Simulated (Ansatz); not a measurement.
A structure file:

```yaml
crystal:
  lattice:
    - [6.08975, 0.00000, 0.00000]
    - [0.00000, 6.08975, 0.00000]
    - [0.00000, 0.00000, 6.08975]
  atoms:
    - { symbol: In, position: [0.00000, 0.00000, 0.00000] }
    - { symbol: As, position: [0.25000, 0.25000, 0.25000] }
    - { symbol: In, position: [0.00000, 0.50000, 0.50000] }
    - { symbol: As, position: [0.25000, 0.75000, 0.75000] }
    - { symbol: In, position: [0.50000, 0.00000, 0.50000] }
    - { symbol: As, position: [0.75000, 0.25000, 0.75000] }
    - { symbol: In, position: [0.50000, 0.50000, 0.00000] }
    - { symbol: As, position: [0.75000, 0.75000, 0.25000] }
```

**What crystal do these data define?**

The compound is InAs. Space group: F-43m (No. 216). Lattice: face-centred cubic. Among the common structure types it is zinc blende (sphalerite type). The cell has 8 atoms, namely 4 In, 4 As. The polyhedra are InAs4 tetrahedra; they share corners. Each In atom has four As in a tetrahedral arrangement at 2.64 Å around it. Each As atom has four In in a tetrahedral arrangement at 2.64 Å around it. The bonds build a three-dimensional framework.

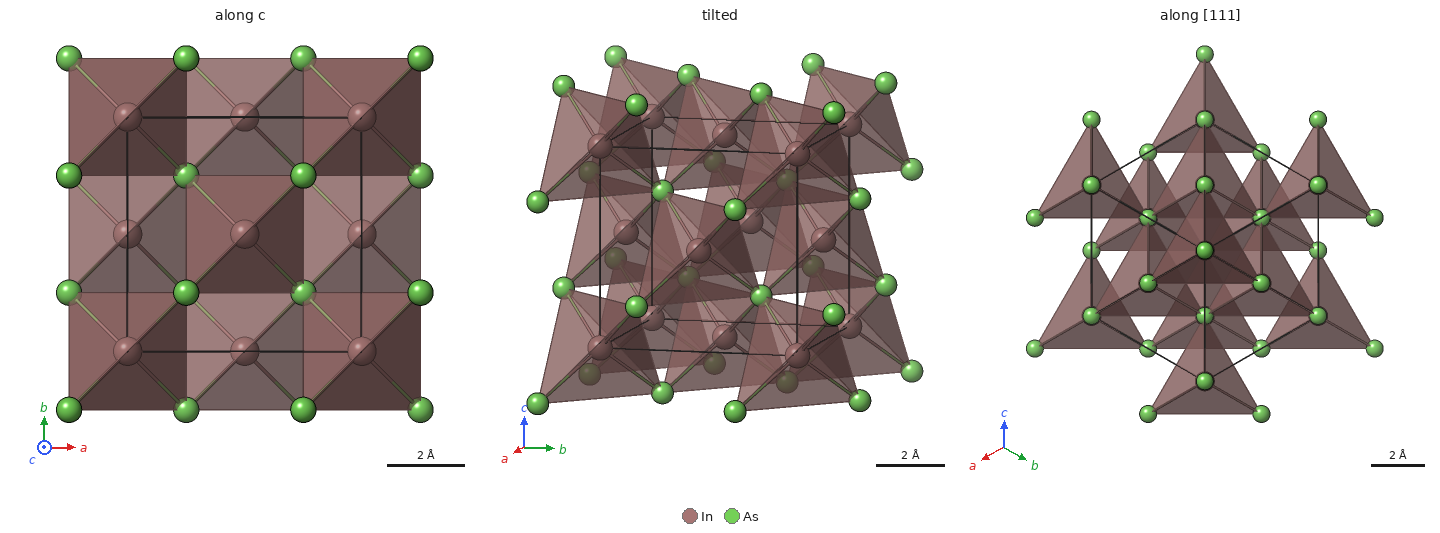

Polyhedral drawing of the structure, looking along the c axis, slightly off an axis and along [111]. Thin lines show the conventional unit cell, with boundary atoms drawn in all their periodic places. Some neighbours outside the box are added. Colours: indium brown, arsenic green.

It goes back to a structure listed in the Materials Project, with elements exchanged, so it need not be a known form of the compound. It is drawn as it came out of a relaxation with DFT PBEsol, scalar-relativistic, plane waves, PAW in Ansatz 0.2.0.
